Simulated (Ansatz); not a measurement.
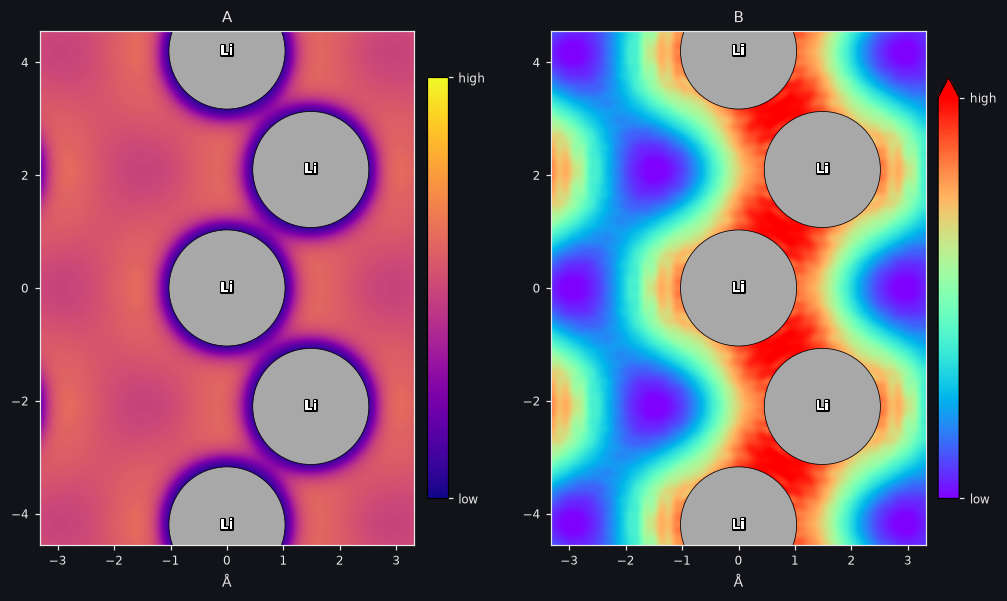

Li: 2 fields on the (011) plane of the conventional cell, with unlabelled colour scales. Grey discs cover the atomic cores.

Space group Fd-3m; set up as Li, diamond; a generated structure, not necessarily the stable one.

Theory: DFT, r2SCAN, plane waves (500 eV) with PAW, scalar-relativistic (Ansatz).

```xyz
8
Lattice="5.9378 0.0000 0.0000 0.0000 5.9378 0.0000 0.0000 0.0000 5.9378" Properties=species:S:1:pos:R:3 pbc="T T T"
Li    4.4534    1.4845    1.4845
Li    1.4845    4.4534    1.4845
Li    1.4845    1.4845    4.4534
Li    4.4534    4.4534    4.4534
Li    2.9689    0.0000    0.0000
Li    0.0000    2.9689    0.0000
Li    0.0000    0.0000    2.9689
Li    2.9689    2.9689    2.9689
```

Question: Match the panels to the quantities (electron localisation function and valence pseudo-density).

Answer: Panel A: electron localisation function. Panel B: valence pseudo-density. From the grid: Li–Li (2.57 Å): the density is about 0.05 e/Å³ at the midpoint; the ELF is about 0.30 at the midpoint: no shared electron pair shows on this line.
